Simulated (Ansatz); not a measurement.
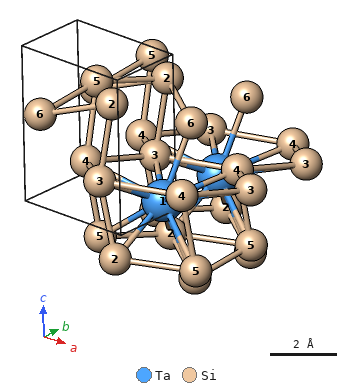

This is the input geometry for a relaxation of crystalline TaSi5 (a generated structure, set up in Cm). Style: ball-and-stick. Shown: the cell of the calculation, repeated 1 × 2 × 1 with one cell outlined, slightly off an axis.

These are results of Ansatz 0.2.0, DFT PBE, scalar-relativistic, plane waves, PAW, not measurements.

The input:
```yaml
crystal:
  lattice:
    - [2.3495945779, -3.9682298192, 0.0]
    - [2.3495945779, 3.9682298192, 0.0]
    - [-0.5764435366, 0.0, 4.8582322442]
  atoms:
    - { symbol: Ta, position: [0.9121309193, 0.9121309193, 0.0529818591] }
    - { symbol: Si, position: [0.7279492851, 0.3525644749, 0.728193818] }
    - { symbol: Si, position: [0.620707086, 0.2876647261, 0.2171704899] }
    - { symbol: Si, position: [0.2876647261, 0.620707086, 0.2171704899] }
    - { symbol: Si, position: [0.3525644749, 0.7279492851, 0.728193818] }
    - { symbol: Si, position: [0.113301741, 0.113301741, 0.5646535047] }
basis:
  ecutwfc: 420
kpoints:
  mp_grid: { grid: [10, 10, 8] }
hamiltonian:
  xc: pbe
scf:
  occupations: { method: gaussian, width: 0.1 }
output:
  forces: true
  stress: true
  eigenvalues: true
relax:
  adjacent_minimum: "off"
  f_tol: 0.01
  max_steps: 80
  cell: { stress_tol: 0.05 }
```

Run as
```bash
ansatz run input.yaml --threads 1 --pin off --max-ram 2560MiB --backend cpu --events-out ev --progress --plain --runs-dir out
```

Question: Predict the outcome.

Answer: After 5 accepted moves (6 points after the start) the energy has fallen by 36.1 meV per cell of the calculation. Largest force component: 0.15 eV/Å at the start, 0.0062 eV/Å at the end. Pressure: 0.08 GPa at the start and −0.01 GPa at the end. The SCF was repeated once at an unchanged geometry on a basis and grid sized afresh for the cell, which shifted the energy by 0.2 meV per cell of the calculation at most. The largest moves relative to the cell, 0.053 Å, are those of Si2 and Si5. Si2 goes roughly along [0 −3 1]. Largest moves by element: Si 0.053 Å, Ta 0.050 Å. Cell: a = b 4.612 → 4.566 Å (−1.0 %), c 4.892 → 4.898 Å (+0.1 %), α 93.4° → 93.7°, β 93.4° → 93.7°, γ 118.7° → 116.5°. Volume +0.1 %. Among the contacts that change: Ta1–Si3 2.898 → 3.006 Å, Ta1–Si2 3.042 → 2.939 Å, Si2–Si6 2.639 → 2.569 Å, Ta1–Si3 (another image) 2.766 → 2.727 Å. Among the angles between lasting bonds that change: Si2–Si6–Si5 139.8° → 136.3°. The space group stays Cm (No. 8).

Step by step:

```
step  E − E(0), meV/atom  largest force component, eV/Å  pressure, GPa  volume, Å³/atom                      note
   0                0.00                         0.1501           0.08           15.099                          
   1               -4.89                         0.0948           0.09           15.084                          
   2               -5.75                         0.0362          -0.16           15.119                          
   3               -5.96                         0.0129           0.03           15.102                          
   4               -5.98                         0.0232           0.02           15.107                          
   5               -5.99                         0.0063          -0.01           15.107                          
   6               -6.01                         0.0062          -0.01           15.107  same geometry, new basis
```

The structure at the end:

```
Ta Si
1.0
     2.40097   -3.88366   -0.00388
     2.40097    3.88366   -0.00388
    -0.59707    0.00000    4.86144
Ta Si
1 5
Cartesian
  4.3299 0.0000 0.2044
  2.1286 -1.4986 3.5478
  2.0956 -1.3038 1.0753
  2.0956 1.3038 1.0753
  2.1286 1.4986 3.5478
  0.1986 0.0000 2.7202
```

The end point in the same view:

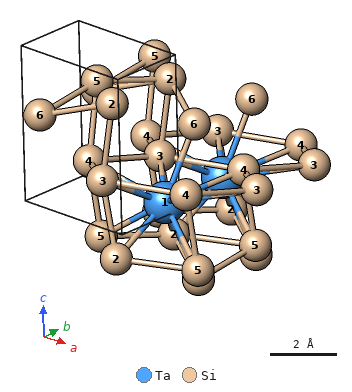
